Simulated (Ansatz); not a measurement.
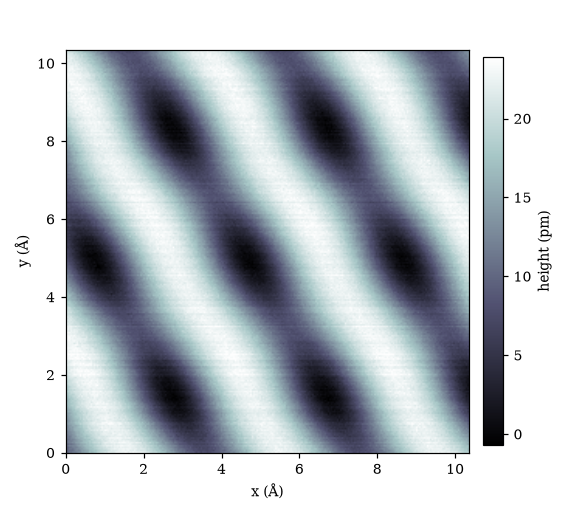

Simulated STM image (constant-current image at a set point of 4.9 × 10⁻⁶ e/Å³, sample bias +0.25 V). Noise was added.

Tersoff–Hamann simulation (s-wave tip); biases are sample biases. Bias windows are sharp sums over the levels of the k mesh.

Q: What is the lattice of this pattern?

A: The pattern repeats on a hexagonal lattice with shortest vectors of 4.0 Å at 60° (or 120°), a cell of 13.7 Å², with 1 maximum above 60 % of the range in each cell.

The surface:

Ca(001) (P6_3/mmc bulk, 5 atomic planes (those closer than 0.6 Å count as one), 13 Å) with one adsorbed H2 per surface cell. The brightest spots lie over points 1.4 Å to the side of the H atoms of the adsorbate; the darkest points are over the H atoms of the adsorbate.

The calculation used Ansatz, DFT PBE+D3(BJ), scalar-relativistic, plane waves, PAW. Cutoff 600 eV, 18 × 18 k-points, Gaussian smearing 0.1 eV, dipole correction. The slab is a cut without reconstruction beyond its cell, at the source's lattice constants, with its lower half held fixed and the rest relaxed. The adsorbates repeat every 4.0 Å and interact, so states at the Fermi level and the work function belong to this dense array. Relaxation changes the spacing of inner planes by up to 6 %, all the same way. This isn't the element's usual fcc form. The adsorbate's site is where the relaxation from its start ended, not shown to be the most stable. No spin polarisation. The run warns that the functional's potential is rough in the thin density of the vacuum, where the tip is; weak contrasts and barriers may feel it.
